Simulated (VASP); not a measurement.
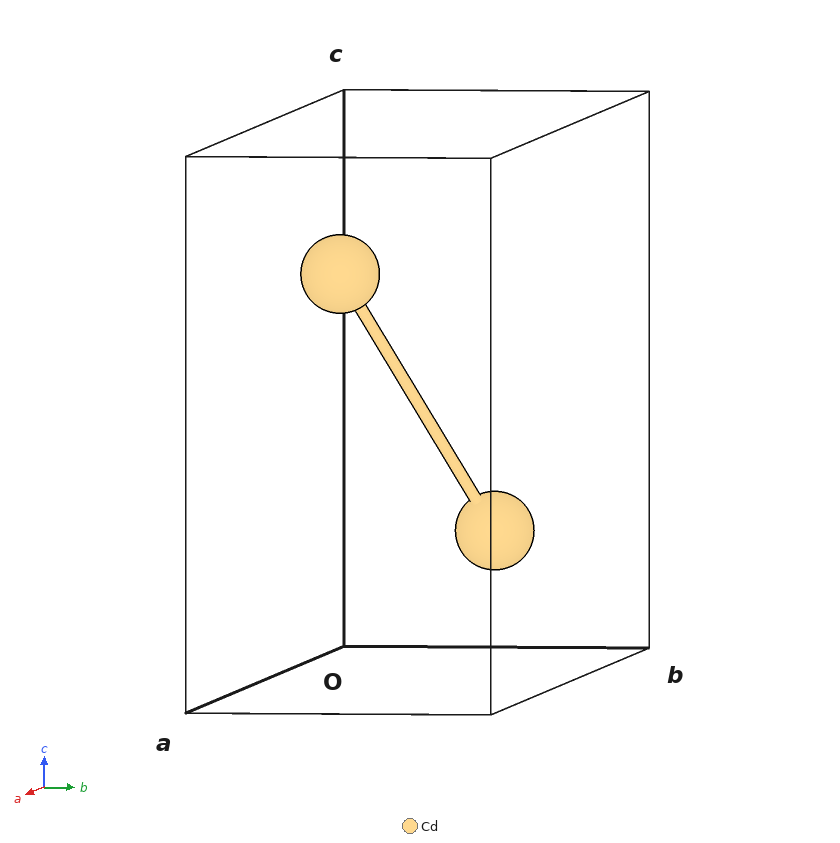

For Cd, an entry of the Crystallography Open Database, as set up for an electronic-structure calculation: one unit cell is drawn above. Geometry calculated from the standardised cell; symmetry tolerance 0.002 Å.

```cif
data_structure
_symmetry_space_group_name_H-M 'P 1'
_symmetry_Int_Tables_number 1
_cell_length_a 2.9789
_cell_length_b 2.9789
_cell_length_c 5.6177
_cell_angle_alpha 90.000
_cell_angle_beta 90.000
_cell_angle_gamma 120.000
_cell_volume 43.17
loop_
_atom_site_label
_atom_site_type_symbol
_atom_site_fract_x
_atom_site_fract_y
_atom_site_fract_z
_atom_site_occupancy
Cd1 Cd 0.66667 0.33333 0.75000 1
Cd2 Cd 0.33333 0.66667 0.25000 1
```

Question: What is its point group?

Answer: 6/mmm (D6h), order 24, hexagonal system: one sixfold axis, six twofold axes, seven mirror planes, an inversion centre.

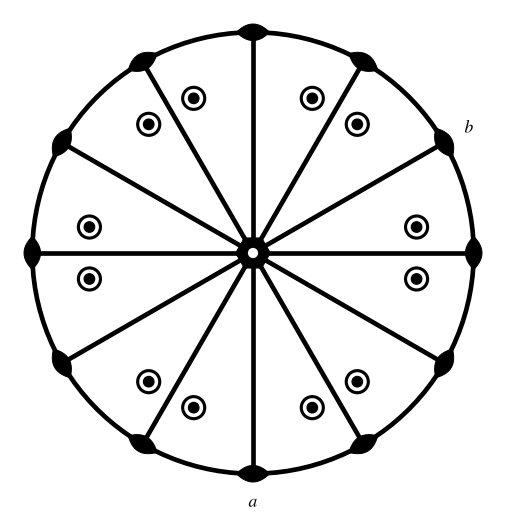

Stereographic projection: filled dots lie in the upper hemisphere, open rings in the lower; heavy lines are mirror planes (a heavy rim: a mirror in the plane of the page); lens, triangle, square and hexagon are 2-, 3-, 4- and 6-fold axes, a lens in an open square is −4, a triangle in an open hexagon −6; thin dashed diameters join the ends of axes that lie in the page; a small open circle marks inversion. The poles are one general form. The c axis points at the viewer.

Question: What does this class allow?

Answer: Class 6/mmm is centrosymmetric, so neither piezoelectric nor pyroelectric; it is not chiral. Its Laue class is 6/mmm.
